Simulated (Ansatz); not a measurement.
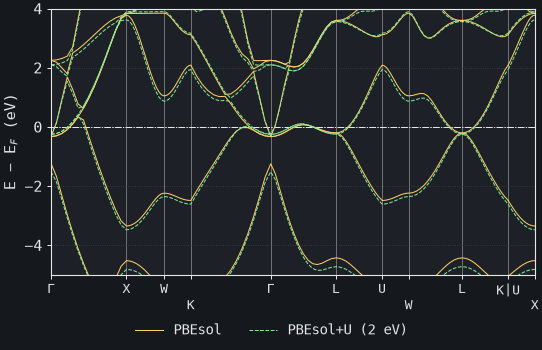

Band structures of fluorite-type ZrH₂, space group Fm-3m, 3 atoms in the primitive cell (cubic a = 4.818 Å), by two methods on the same cell. Each is counted from its own Fermi level.

**How do the methods compare?**

Both give a metal. Levels within 1 eV of the Fermi level in either run differ by 0.07 eV on average and by 0.18 eV at most (between W and K). Filled levels 1 to 5 eV under it lie 0.16 eV higher on average in PBEsol than in PBEsol+U (2 eV).

Settings. PBEsol: Ansatz PAW, no spin polarisation, no spin-orbit coupling, 10×10×10 k mesh, 420 eV cutoff, Fermi-Dirac smearing of 0.05 eV (Ansatz). PBEsol+U (2 eV): Zr d U = 2 eV, Ansatz PAW, no spin polarisation, no spin-orbit coupling, 10×10×10 k mesh, 420 eV cutoff, Fermi-Dirac smearing of 0.05 eV (Ansatz 0.2.0).

The cell is at −3 GPa in PBEsol+U (2 eV) and −5 GPa in PBEsol. The PAW data sets were made with another functional. The cell is a database's computed one.
